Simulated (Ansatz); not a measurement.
GaN

Input

```
crystal:
  lattice:
    - [0.0, 0.0, 5.2431684049]
    - [3.2183708151, 5.5743817694, 0.0]
    - [-6.4367416303, 0.0, 0.0]
  atoms:
    - { symbol: Ga, position: [0.4991348624, 0.1666666667, 0.3333333333] }
    - { symbol: Ga, position: [0.4991348624, 0.1666666667, 0.8333333333] }
    - { symbol: Ga, position: [0.4991348624, 0.6666666667, 0.3333333333] }
    - { symbol: Ga, position: [0.4991348624, 0.6666666667, 0.8333333333] }
    - { symbol: Ga, position: [0.9991348624, 0.3333333333, 0.6666666667] }
    - { symbol: Ga, position: [0.9991348624, 0.3333333333, 0.1666666667] }
    - { symbol: Ga, position: [0.9991348624, 0.8333333333, 0.6666666667] }
    - { symbol: Ga, position: [0.9991348624, 0.8333333333, 0.1666666667] }
    - { symbol: "N", position: [0.8758651376, 0.1666666667, 0.3333333333] }
    - { symbol: "N", position: [0.8758651376, 0.1666666667, 0.8333333333] }
    - { symbol: "N", position: [0.8758651376, 0.6666666667, 0.3333333333] }
    - { symbol: "N", position: [0.8758651376, 0.6666666667, 0.8333333333] }
    - { symbol: "N", position: [0.3758651376, 0.3333333333, 0.6666666667] }
    - { symbol: "N", position: [0.3758651376, 0.3333333333, 0.1666666667] }
    - { symbol: "N", position: [0.3758651376, 0.8333333333, 0.6666666667] }
    - { symbol: "N", position: [0.3758651376, 0.8333333333, 0.1666666667] }
basis:
  ecutwfc: 420
  xc_grid: 2
kpoints:
  mp_grid: { grid: [3, 3, 3], shift: [0.0, 0.0, 0.0] }
hamiltonian:
  xc: pbe
scf:
  occupations: { method: gaussian, width: 0.01 }
output:
  forces: true
  stress: true
  eigenvalues: true
  write_density: true
  write_potential: true
  elf: true
  volumetric_format: npy
```

Launched as:

```sh
ansatz run input.yaml --threads 4 --pin off --max-ram 8192MiB --backend cpu --events-out ev --progress --plain --runs-dir out
```

Space group P6₃mc; a structure from a database of computed crystals, not necessarily the ambient phase.

Theory: DFT PBE, scalar-relativistic, plane waves, PAW (Ansatz 0.2.0).

Core electrons are frozen (PAW), and the valence fields are smoothed inside the atomic spheres.

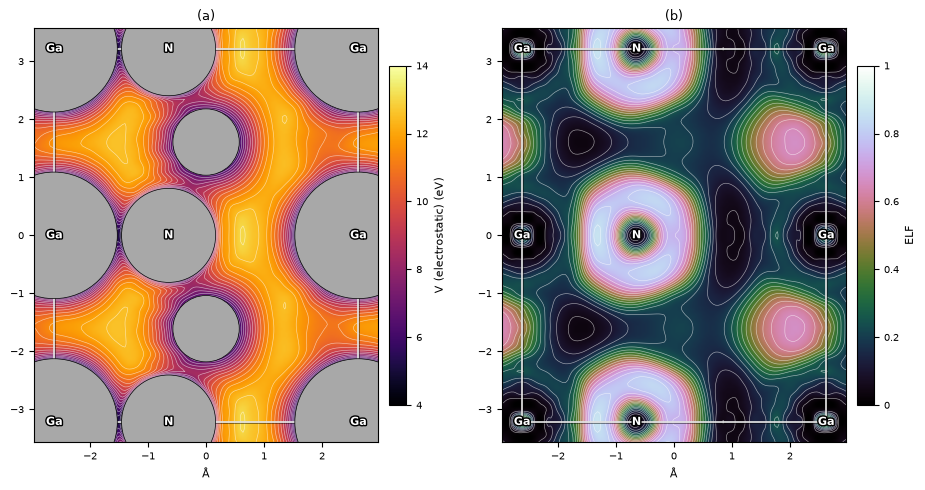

Figure 1. (a) electrostatic potential energy of an electron; (b) electron localisation function on the (010) plane of the calculation cell. Grey discs cover the atomic cores in the potential map.

Question: Interpret the plot.

Answer: Atoms in the plane: Ga and N.
Atoms just off the plane (Ga, 0.9 Å away and N, 0.9 Å away) can leave unmarked features too.
Ga–N (1.98 Å): the ELF peaks at about 0.85 in the valence shell of N, 0.7 Å from its nucleus, and is about 0.45 at the midpoint.
Outside the cores the potential energy rises away from the atoms and is highest about 1.3 Å from the nearest atoms; its zero is arbitrary.

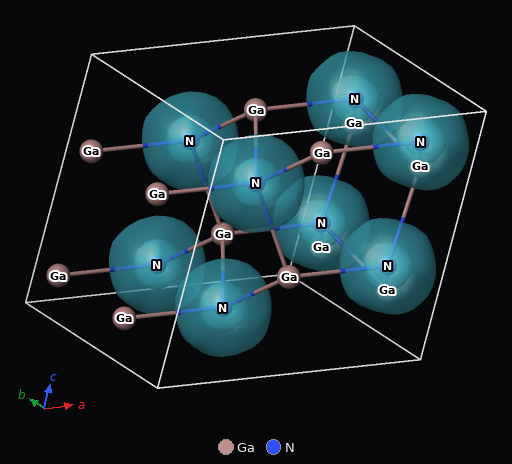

Figure 2. Isosurface of the ELF at 0.7 (cyan), seen slightly off an axis. Only the valence region is drawn (cores and ρ < 0.01 e/Å³ removed). Sticks mark near contacts.

Question: Identify the bonds, lone pairs and shells in this picture.

Answer: At this value the surface marks out eight regions wrapped around N (the valence shell of each), counted in one cell of 16 atoms. Any copies at cell faces, edges or corners count once. Profiles from the grid: Ga–N (1.97 Å): the ELF peaks at about 0.85 in the valence shell of N, 0.7 Å from its nucleus, and is about 0.45 at the midpoint.

Question: Does the calculation make it a metal, or give it a gap?

Answer: It is gapped, with a Kohn–Sham gap of 1.7 eV on the k-point mesh (the band edges may lie off the mesh, which would make the gap smaller).
